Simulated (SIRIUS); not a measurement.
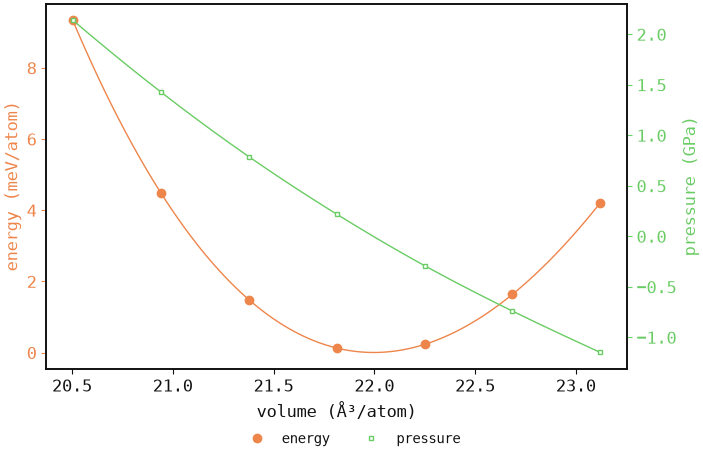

The figure shows the energy and pressure against volume for NaCl, space group Fm-3m (No. 225).

The given structure:
```
Cl Na
1.0
     0.00000    2.79406    2.79406
     2.79406    0.00000    2.79406
     2.79406    2.79406    0.00000
Cl Na
1 1
Direct
  0.50000 0.50000 0.50000
  0.00000 0.00000 0.00000
```

How it was computed, with SIRIUS 7.10.0: plane-wave DFT, no spin polarisation; energies at scaled volumes of the given cell, shape and fractions fixed, counted from the fit's minimum, third-order Birch-Murnaghan fit. Level: PBEsol.

k mesh 8×8×8; occupations Fermi–Dirac; smearing width 0.05 eV; potentials dojo sr pbesol 0.4.1 standard; wave cutoff 1202 eV; density cutoff 4809 eV.

How stiff is the solid, and where is its volume at rest?

A third-order Birch–Murnaghan fit gives V0 = 22.00 Å³/atom, B0 = 25.8 GPa and B′ = 4.7.

How does the pressure vary with volume?

It falls from 2.14 GPa at volume 20.50 Å³/atom to −1.15 GPa at 23.12 Å³/atom, and changes sign near 22.00 Å³/atom.
